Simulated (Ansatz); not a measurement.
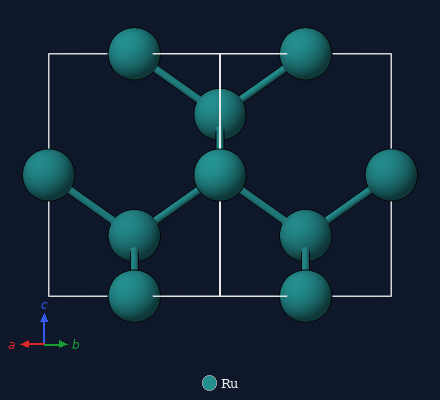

The structure, seen along [110]; the drawing may span several cells.

Given this structure, the input geometry of an electronic-structure calculation (not necessarily at equilibrium); the starting structure was generated, so it need not be a known form of this composition, written in its standard cell:

```cif
data_structure
_symmetry_space_group_name_H-M 'P 1'
_symmetry_Int_Tables_number 1
_cell_length_a 5.4543
_cell_length_b 5.4543
_cell_length_c 5.4543
_cell_angle_alpha 90.000
_cell_angle_beta 90.000
_cell_angle_gamma 90.000
_cell_volume 162.27
loop_
_atom_site_label
_atom_site_type_symbol
_atom_site_fract_x
_atom_site_fract_y
_atom_site_fract_z
_atom_site_occupancy
Ru1 Ru 0.75000 0.75000 0.75000 1
Ru2 Ru 0.00000 0.50000 0.00000 1
Ru3 Ru 0.75000 0.25000 0.25000 1
Ru4 Ru 0.00000 0.00000 0.50000 1
Ru5 Ru 0.25000 0.75000 0.25000 1
Ru6 Ru 0.50000 0.50000 0.50000 1
Ru7 Ru 0.25000 0.25000 0.75000 1
Ru8 Ru 0.50000 0.00000 0.00000 1
```

**Predict the [110] zone-axis pattern (80 kV, kinematic, B = 1 Å²).**

The spots form a centred rectangular net with both shortest vectors at d = 3.15 Å, 70.5° apart. They are -1 1 -1 and -1 1 1. The pattern has symmetry 2mm. The lattice centring (F) removes all reflections that break h + k = 2n, h + l = 2n; a screw axis and a glide plane both extinguish reflections such as 0 0 2, 0 0 6; reflections such as 2 -2 -2, 2 -2 2, 4 -4 -2 are allowed by the space group but vanish because the atoms sit on special positions.

Strongest reflections with d > 0.97 Å, one of each family (|F|² from tabulated Gaussian fits of the electron scattering factors, times a small damping for the curvature of the Ewald sphere):

```tsv
hkl	d (Å)	I (strongest = 100)
1 -1 1	3.149	100
2 -2 0	1.928	89
0 0 4	1.364	38
1 -1 3	1.645	31
2 -2 4	1.113	20
3 -3 1	1.251	15
```

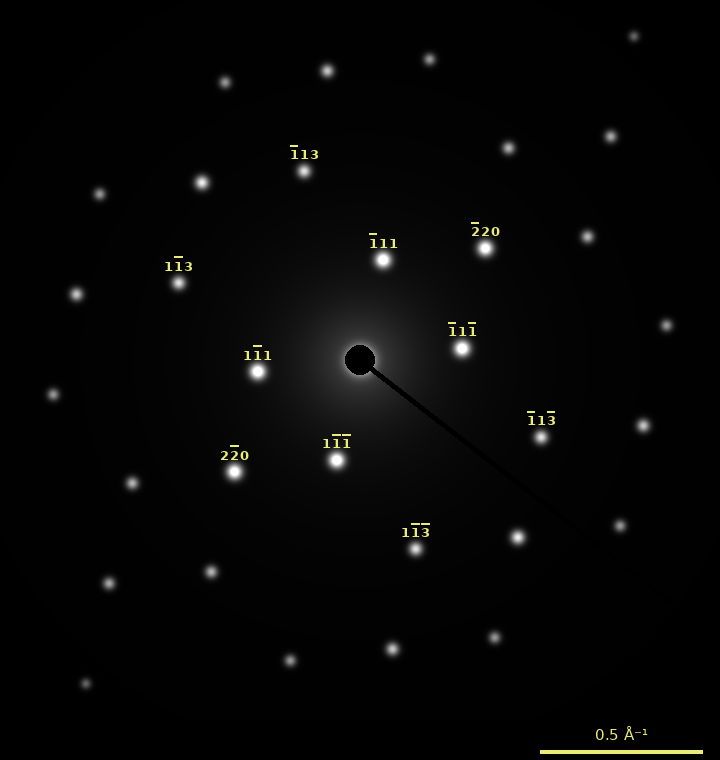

Calculated pattern, seen from the source side with [110] pointing towards the source.
